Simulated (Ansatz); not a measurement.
**Sr(110) (Fm-3m bulk, 6 atomic planes (those closer than 0.6 Å count as one), 11 Å): images, spectra and barriers**

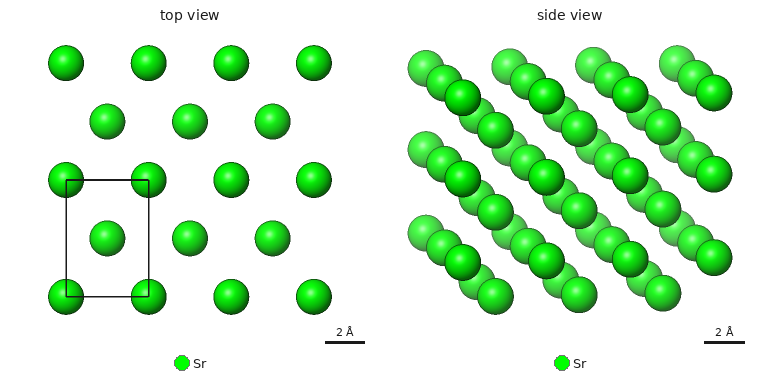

The relaxed structure from above and from the side.

Level of theory: DFT PBE, scalar-relativistic, plane waves, PAW (Ansatz 0.2.0). Cutoff 420 eV, 17 × 12 k-points, Gaussian smearing 0.1 eV, dipole correction. The slab is a cut without reconstruction beyond its cell, at the source's lattice constants, with its lower half held fixed and the rest relaxed. No spin polarisation. The run warns that the functional's potential is rough in the thin density of the vacuum, where the tip is; weak contrasts and barriers may feel it.

Model: Tersoff–Hamann, s-wave tip, no tip–sample forces. Bias windows are sharp sums over the levels of the k mesh.

```
Sr
1.0
     4.30253    0.00000    0.00000
     0.00000    6.08470    0.00000
     0.00000    0.00000   27.75633
Sr
6
Direct
  0.50000 0.50000 0.30624
  0.00000 0.00000 0.38374
  0.50000 0.50000 0.46125
  0.00000 0.00000 0.53772
  0.50000 0.50000 0.61249
  0.00000 0.00000 0.68734
```

The last single point, restarted from the relaxation's density, took 8.5 min on 1 thread of Arm Neoverse V1, with other jobs on the host, peak memory 1.7 GiB.

Part 1: One image

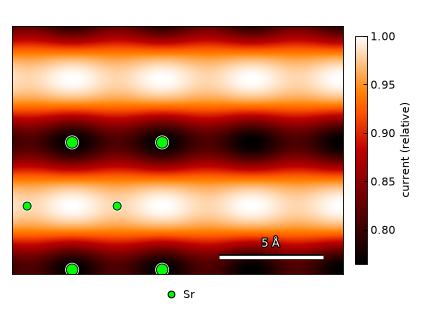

Constant-height image 4.5 Å above the topmost atom of this surface, sample bias +0.25 V. The atoms seen from above are drawn over one corner (deeper ones smaller).

**What lies under the maxima and minima of this image?**

The brightest spots lie over bridge points between Sr atoms; the darkest points are over the top Sr atoms. The brightest point carries 1.3 times the current of the darkest.

Part 2: Approach curves

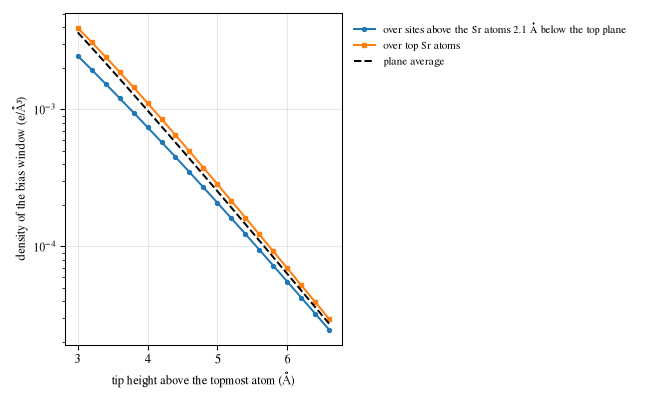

Approach curves over this surface at a sample bias of +1.00 V.

**Estimate the decay constant and the apparent barrier, and compare with the vacuum level, which the run puts 2.56 eV above zero bias.**

Near 4 Å the plane average falls as exp(−1.34 z/Å), a factor of 3.8 per ångström, which gives an apparent barrier of 1.7 eV (0.952 eV Å² times the slope squared). The upper edge of the window lies 1.56 eV under the vacuum level. The apparent barrier is close to 1.56 eV. At 4 Å the 0.50 eV of states nearest the upper edge carry 67 % of the density.

Part 3: Barrier map

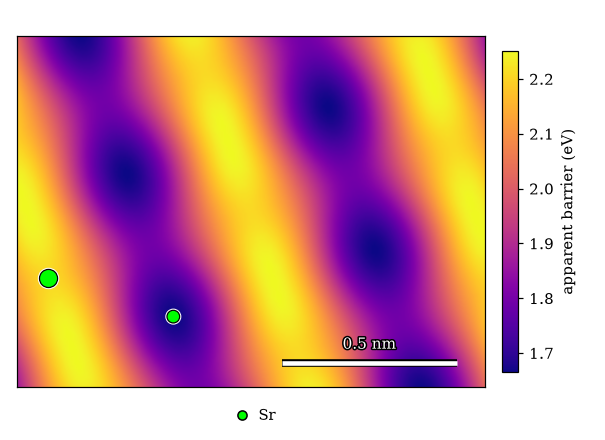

Map of the apparent barrier height, 0.952 eV Å² × (d ln I/dz)², 3.8 Å above this surface at −0.25 V; lighter colours are higher.

**Where is the apparent barrier highest and lowest, and over what range?**

It is highest, 2.3 eV, over points 2.2 Å to the side of the top Sr atoms, and lowest, 1.7 eV, over the sites above the Sr atoms 2.1 Å below the top plane. The vacuum level lies 2.56 eV above zero bias.

Part 4: Bias series

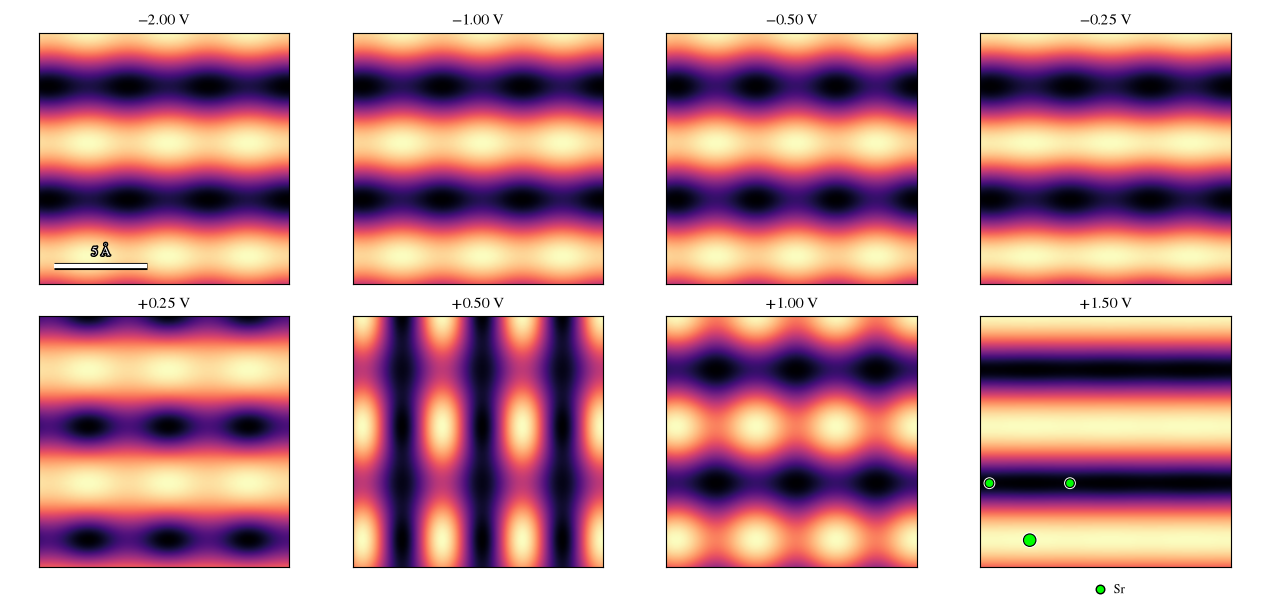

Constant-current images of this surface at 8 sample biases, each on its own colour scale; the last has the atoms seen from above drawn over one corner (deeper ones smaller).

**How do the images change with bias?**

| bias | set point (e/Å³) | corrugation | brightest over |
| --- | --- | --- | --- |
| −2.00 V | 1.1 × 10⁻⁴ | 48 pm | top Sr atoms |
| −1.00 V | 8.3 × 10⁻⁵ | 44 pm | top Sr atoms |
| −0.50 V | 5.5 × 10⁻⁵ | 39 pm | top Sr atoms |
| −0.25 V | 4.0 × 10⁻⁵ | 31 pm | top Sr atoms |
| +0.25 V | 7.2 × 10⁻⁵ | 17 pm | bridge points between Sr atoms |
| +0.50 V | 1.5 × 10⁻⁴ | 20 pm | points 2.2 Å to the side of the top Sr atoms |
| +1.00 V | 5.0 × 10⁻⁴ | 50 pm | points 2.2 Å to the side of the top Sr atoms |
| +1.50 V | 1.6 × 10⁻³ | 94 pm | top Sr atoms |

The slab has states at the Fermi level, so this model gives a current down to small biases. Its work function (top face) is 2.56 eV.
